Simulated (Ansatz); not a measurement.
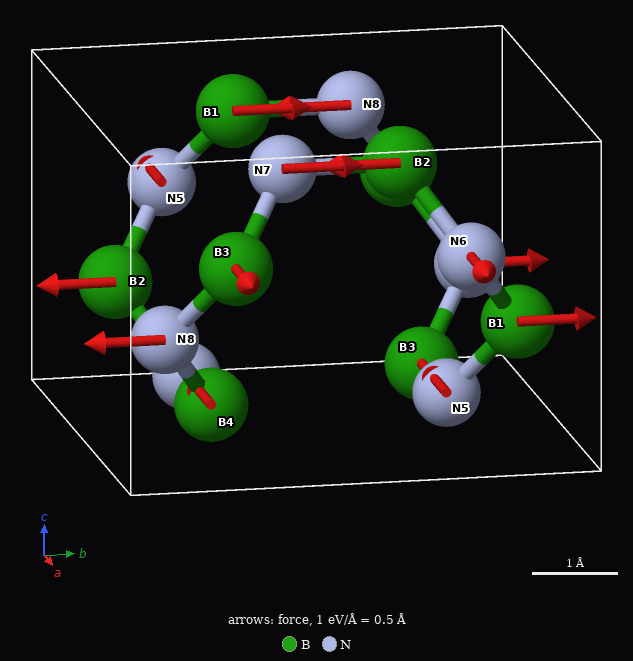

Starting geometry of crystalline BN (a generated structure, set up in I-42d) (coarse preliminary run) with the computed forces as red arrows. A ball-and-stick model of the conventional cell (2 times the calculation's cell), seen slightly off an axis. Lengths and directions refer to the drawn axes.

The calculation used DFT PBE, scalar-relativistic, plane waves, PAW (Ansatz).

The input:
```yaml
crystal:
  lattice:
    - [-2.8416007, 2.8416007, 2.00931364]
    - [2.8416007, -2.8416007, 2.00931364]
    - [2.8416007, 2.8416007, -2.00931364]
  atoms:
    - { symbol: B, position: [0.25000012, 0.125, 0.62500012] }
    - { symbol: B, position: [0.49999988, 0.625, 0.37499988] }
    - { symbol: B, position: [0.875, 0.50000012, 0.12500012] }
    - { symbol: B, position: [0.375, 0.74999988, 0.87499988] }
    - { symbol: "N", position: [0.875, 0.74999988, 0.37499988] }
    - { symbol: "N", position: [0.375, 0.50000012, 0.62500012] }
    - { symbol: "N", position: [0.25000012, 0.625, 0.12500012] }
    - { symbol: "N", position: [0.49999988, 0.125, 0.87499988] }
basis:
  ecutwfc: 420
kpoints:
  mp_grid: { grid: [6, 6, 6] }
hamiltonian:
  xc: pbe
scf:
  occupations: { method: gaussian, width: 0.1 }
  lower_state_search: "off"
output:
  forces: true
  stress: true
  eigenvalues: true
relax:
  adjacent_minimum: "off"
  f_tol: 0.04
  max_steps: 70
  cell: { stress_tol: 0.4 }
```

Launched with:
```bash
ansatz run input.yaml --threads 1 --pin off --max-ram 2560MiB --backend cpu --events-out ev --progress --plain --runs-dir out
```

Is this structure relaxed? If not, where do the atoms go?

It isn't relaxed: the largest force vector, on N atoms, is 1.97 eV/Å. The atoms end up moving mostly along the starting forces (cosine between the two patterns 0.98). The largest moves relative to the cell, 0.061 Å, are those of N5, N6, N7 and N8. N6 goes along +a. Largest moves by element: N 0.061 Å, B 0.038 Å. The drawn cell changes as follows: a = b 5.683 → 6.027 Å (+6.1 %), c 4.019 → 3.891 Å (−3.2 %); the volume changes by +8.9 %. Some distances before and after: B1–N5 1.421 → 1.495 Å, B1–N8 1.421 → 1.408 Å. Bond angles that change, for instance: B1–N6–B2 120.0° → 114.0°, N7–B4–N8 120.0° → 116.1°, B1–N6–B4 120.0° → 123.0°. The space group stays I-42d (No. 122). Over 6 accepted moves (8 points after the start) the energy falls by 89.0 meV per atom. Largest force component: 2 eV/Å at the start, 0.027 eV/Å at the end. Pressure: 25.07 GPa at the start and −0.16 GPa at the end. The SCF was repeated twice at an unchanged geometry on a basis and grid sized afresh for the cell, which shifted the energy by 5.5 meV per atom at most. Cost: 52 s on 1 thread of Arm Neoverse V1, with other jobs on the host, peak memory 0.31 GiB.
